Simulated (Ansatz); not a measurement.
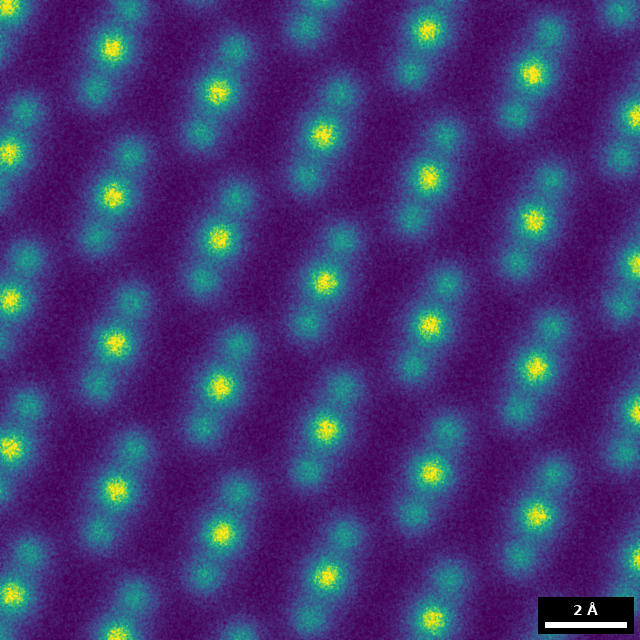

Integrated-DPC-like image of Br (P6_3/mmc, No. 194). Simulated as the projected potential of neutral atoms (B = 0.3 Å²) blurred by a 0.50 Å probe, the thin-sample limit of integrated differential phase contrast. Shot noise was added. Structure used: the end point of a relaxation with DFT PBEsol, scalar-relativistic, plane waves, PAW (Ansatz); the starting structure was generated, so it need not be a known form of this composition.

```
CELL_PARAMETERS angstrom
3.87719 0.00000 0.00000
-1.93859 3.35774 0.00000
0.00000 0.00000 8.18428
ATOMIC_POSITIONS crystal
Br 0.00000 0.00000 0.00000
Br 0.00000 0.00000 0.50000
Br 0.33333 0.66667 0.75000
Br 0.66667 0.33333 0.25000
```

**Which beam direction gives this image, [001], [101], [210] or [201]? (Directions equivalent by symmetry count as one.)**

[201]. The projected cells are 3.88 × 3.88 Å, 120° for [001]; 3.50 × 3.79 Å, 118° for [101]; 1.94 × 2.05 Å, 90° for [210]; 2.81 × 3.64 Å, 113° for [201], and the image repeats as the [201] one does.
